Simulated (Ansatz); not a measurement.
**Energy of ZrC along an even scaling of the cell**

System: ZrC (Fm-3m, 2 atoms in the cell).
Method: DFT revPBE + D4, scalar-relativistic, plane waves, PAW, no spin polarisation (Ansatz 0.2.0).

The 7 runs differ only in the geometry, by an even scaling of the cell at fixed fractional positions.

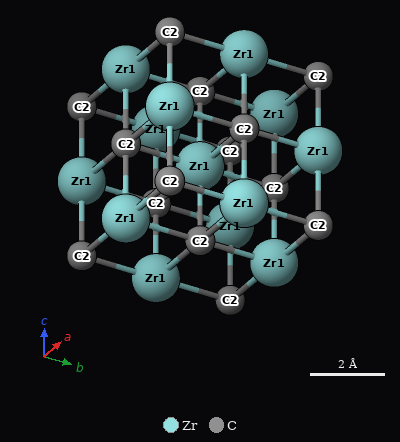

Figure 1. The structure of run 4 (ball-and-stick view of the cell 4 times as large as that of the calculation, set on its symmetry axes, seen at an oblique angle; atoms are numbered from 1 in the order of the input). An atom can appear more than once, as a periodic image.

## Input of run 4
```yaml
crystal:
  lattice:
    - [0.0, 2.3405364576, 2.3405364576]
    - [2.3405364576, 0.0, 2.3405364576]
    - [2.3405364576, 2.3405364576, 0.0]
  atoms:
    - { symbol: Zr, position: [0.5, 0.5, 0.5] }
    - { symbol: C, position: [0.0, 0.0, 0.0] }
basis:
  ecutwfc: 420
  ecutrho_ratio: 4
kpoints:
  mp_grid: { grid: [8, 8, 8] }
hamiltonian:
  xc: revpbe
  dispersion: d4
scf:
  occupations: { method: gaussian, width: 0.05 }
output:
  forces: true
  stress: true
  eigenvalues: true
```

Command:
```bash
ansatz run input.yaml --threads 4 --pin off --max-ram 8192MiB --backend cpu --events-out ev --progress --plain --runs-dir out
```

Lattice vectors (Å) and fractional positions of run 4:
```
   0.000000    2.340536    2.340536
   2.340536    0.000000    2.340536
   2.340536    2.340536    0.000000
Zr  0.500000  0.500000  0.500000
C   0.000000  0.000000  0.000000
```

Run 3 differs from it as follows:
```diff
-    - [0.0, 2.3405364576, 2.3405364576]
-    - [2.3405364576, 0.0, 2.3405364576]
-    - [2.3405364576, 2.3405364576, 0.0]
+    - [0.0, 2.3358622344, 2.3358622344]
+    - [2.3358622344, 0.0, 2.3358622344]
+    - [2.3358622344, 2.3358622344, 0.0]
```

## Results, with one run withheld

```csv
run,volume per atom (Å³),"free energy per atom, from the lowest run given (meV)",pressure (GPa)
1,12.309,15.55,10.03
2,12.565,3.77,4.77
3,12.745,?,?
4,12.822,0.00,0.00
5,12.981,1.35,−2.73
6,13.078,3.51,−4.31
7,13.335,13.54,−8.19
```

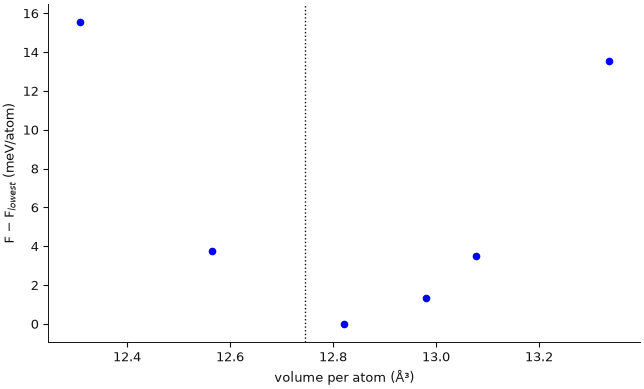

Figure 2. Free energy per atom of the runs given; the dotted line marks run 3.

Estimate the energy of run 3 from the others.

A cubic polynomial in V^(−2/3) (the Birch–Murnaghan form), fitted to the 6 runs given, misses them by at most 0.02 meV per atom. With x = V^(−2/3) − 0.18236 Å⁻², it reads F = 0.022457 − 224.01 x + 6.1104e+05 x² + 3.7135e+05 x³ (meV per atom). At run 3 it gives 0.33 meV per atom, and the run itself gives 0.31. The slope of the fit gives a pressure −dF/dV of 1.38 GPa there, and the run prints 1.38 GPa. The fit has its minimum at 12.822 Å³ per atom, where V d²F/dV² gives 226 GPa: the bulk modulus at this level, since symmetry fixes the shape and the positions.

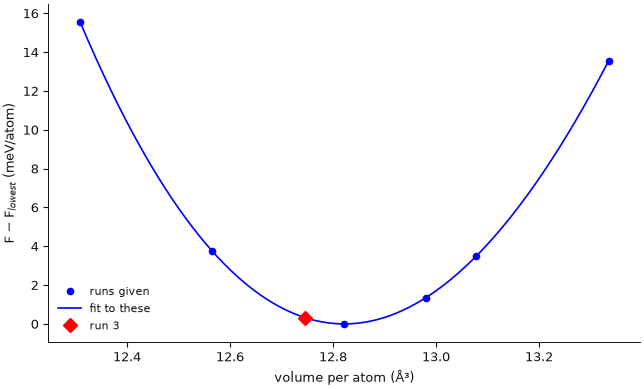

Figure 3. The fit and the withheld run.

## Output, shortened to warnings, some set-up lines, iterations and results (run 3)
```
Basis set: ecut = 420 eV, 531 PW (Γ), exchange–correlation on 48×48×48 points (8 copies of the dense FFT grid, shifted against one another)
Symmetry: 48 space group operations
k-points: 29 of 512
Initial density: superposition of atomic densities (neutral atoms: chi_scale 0, normalization atom), corrected by the library's trained network
[...]
SCF iter   1: F=—  HF=-4443.097986 eV  |F-HF|=—  |Δ(HF+E_count)|=         —  Δρ=2.23e-3  dr2=3.91e-4  ethr=1.77e-3  ⟨swp⟩=5.0  Hψ=1744  notcnv=0
SCF iter   2: F=—  HF=-4443.097733 eV  |F-HF|=—  |Δ(HF+E_count)|=   2.53e-4  Δρ=1.04e-3  dr2=8.47e-5  ethr=2.44e-6  ⟨swp⟩=2.0  Hψ=779  notcnv=0
SCF iter   3: F=—  HF=-4443.097770 eV  |F-HF|=—  |Δ(HF+E_count)|=   3.72e-5  Δρ=1.86e-4  dr2=4.93e-6  ethr=5.30e-7  ⟨swp⟩=2.3  Hψ=568  notcnv=0
SCF iter   4: F=—  HF=-4443.097770 eV  |F-HF|=—  |Δ(HF+E_count)|=   2.05e-7  Δρ=4.05e-5  dr2=3.41e-7  ethr=3.08e-8  ⟨swp⟩=2.5  Hψ=584  notcnv=0
SCF iter   5: F=-4443.097770 eV  HF=-4443.097770 eV  |F-HF|=1.74e-9  |Δ(HF+E_count)|=   7.26e-8  Δρ=4.16e-6  dr2=1.76e-9  ethr=2.13e-9  ⟨swp⟩=2.0  Hψ=568  notcnv=0
SCF iter   6: F=-4443.097770 eV  HF=-4443.097770 eV  |F-HF|=2.36e-11  |Δ(HF+E_count)|=   2.11e-9  Δρ=3.40e-7  dr2=3.03e-11  ethr=1.10e-11  ⟨swp⟩=1.2  Hψ=1063  notcnv=0
SCF 1 converged in 6 iterations: F = -4443.097770 eV  dr2 = 3.03e-11
SCF converged after 6 iterations
Free energy (F): -4443.097770 eV
Harris-Foulkes:  -4443.097770 eV  (|F-HF|=2.36e-11)
Internal energy: -4443.097066 eV  (E = F + TS)
E sigma→0 (E₀):  -4443.097418 eV
Entropy (-TS):   -0.000704 eV (-0.352 meV/atom)
Fermi energy:    15.189235 eV
--- Per-component energies (eV) ---
  E_band       = -42.641644
  E_kinetic    = 423.827814
  E_local      = -584.104937  (includes V_loc(G=0)·N_el)
  E_nonlocal   = 103.430945
  E_hartree    = 176.118064
  E_xc         = -212.116648
  E_vxc        = -253.390352  (∫ρ·V_xc dr)
  E_paw        = -3057.541708  (= ΣΔE_a)
  E_vpaw       = -84.641284  (= ΣTr[D̂ρ^β])
  E_aug_tail   = 0.000029  (compensation charges beyond the density's cutoff)
  E_ewald      = -1291.779072
  E_disp       = -0.864004  (pairwise vdW)
  E_core_change = -0.067549  (= ΣΔE_core)
  E_smearing   = -0.000704  (= −TS)
  E_closure    = 0.000000  (closes the sum)
  Σ components = -4443.097770   (vs F -4443.097770, Δ=0.00e0)
--- Forces (eV/Å), atoms counted from 1 ---
  atom   1  Zr     0.00000000    -0.00000000     0.00000000
  atom   2  C     -0.00000000     0.00000000     0.00000000
  max |Σ_I F_I| component: 2.95e-29 eV/Å
--- Stress (GPa, compression-positive) ---
        1.378989      -0.000000       0.000000
       -0.000000       1.378989       0.000000
        0.000000      -0.000000       1.378989
  P = ⅓ Tr σ = 1.3790 GPa (13.790 kbar)
```
